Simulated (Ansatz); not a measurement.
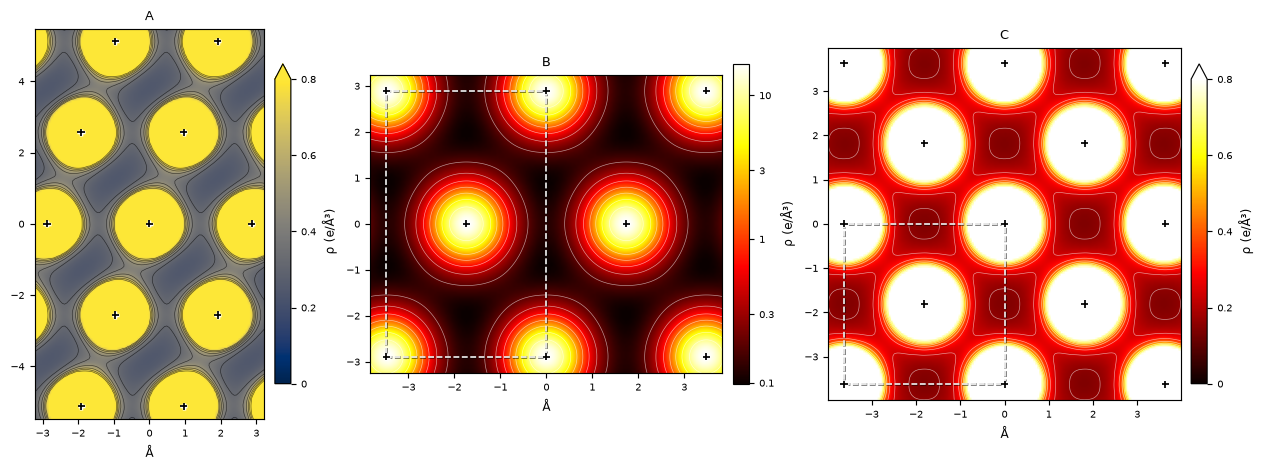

The valence pseudo-density of 3 systems, each on a plane through atoms (crosses mark nuclei in the plane).

The calculation used DFT PBE, scalar-relativistic, plane waves, PAW in Ansatz 0.2.0.

System 1: Sn, the (101̄) plane of the conventional cell. Space group I4/mmm.

System 2: W, the (111) plane of the conventional cell. Space group Fmmm; changed on purpose from its base cell (band edges of the strained film's bulk); computed pressure about −12 GPa in this cell.

```
CELL_PARAMETERS angstrom
1.91610 2.70978 0.00113
0.00084 0.00119 4.34905
3.83221 -2.70978 0.00000
ATOMIC_POSITIONS crystal
W 0.00000 0.50000 0.50000
W 0.00000 0.00000 0.00000
W 0.50000 0.50000 0.00000
W 0.50000 0.00000 0.50000
```

System 3: Cu, the (010) plane of the conventional cell. Space group Fm-3m; computed without spin polarisation.

Q: Match each panel to its system.

A: Panel A is system 2, W: the plane holds W. W–W (2.73 Å): the density is about 0.43 e/Å³ at the midpoint. Panel B is system 1, Sn: the plane holds Sn. Sn–Sn (3.38 Å): ρ is about 0.14 e/Å³ halfway. Panel C is system 3, Cu: the plane holds Cu. Cu–Cu (2.57 Å): ρ at the midpoint is about 0.26 e/Å³.
